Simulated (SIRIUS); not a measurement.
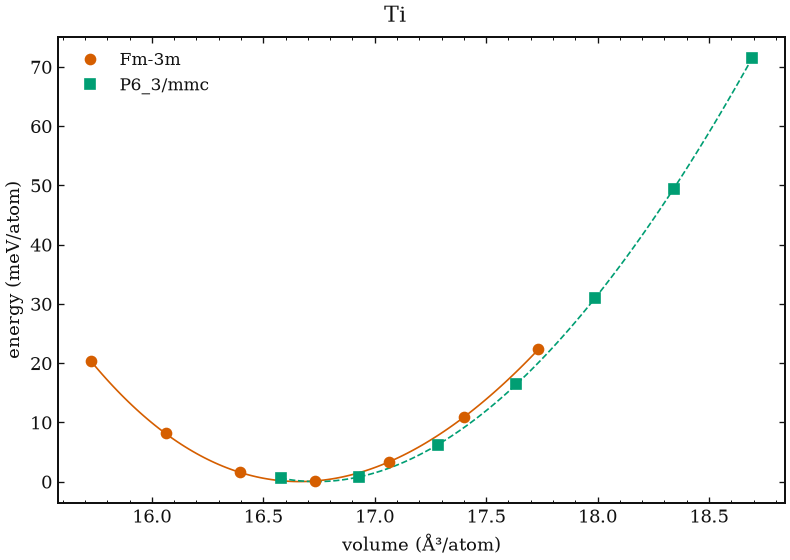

The figure shows the energy against volume, with one curve for each structure, for Ti. Each energy curve has its own zero, so the curves don't rank the structures.

Computed with SIRIUS 7.12.0: plane-wave DFT, no spin polarisation; energies at scaled volumes of the given cell, shape and fractions fixed, counted from the fit's minimum, third-order Birch-Murnaghan fit. Level: PBEsol.

occupations Fermi–Dirac; smearing width 0.05 eV; potentials dojo sr pbesol 0.4.1 standard; wave cutoff 1152 eV; density cutoff 4606 eV.

Settings that differ: Fm-3m: k mesh 11×11×11; P6_3/mmc: k mesh 10×10×6.

Give the values behind the plot as a table.

Fm-3m:
```tsv
volume (Å³/atom)	energy (meV/atom)
15.73	20.33
16.06	8.12
16.40	1.54
16.73	0.10
17.07	3.34
17.40	10.87
17.73	22.31
```

P6_3/mmc:
```tsv
volume (Å³/atom)	energy (meV/atom)
16.58	0.58
16.93	0.80
17.28	6.23
17.64	16.41
17.99	30.93
18.34	49.40
18.69	71.45
```
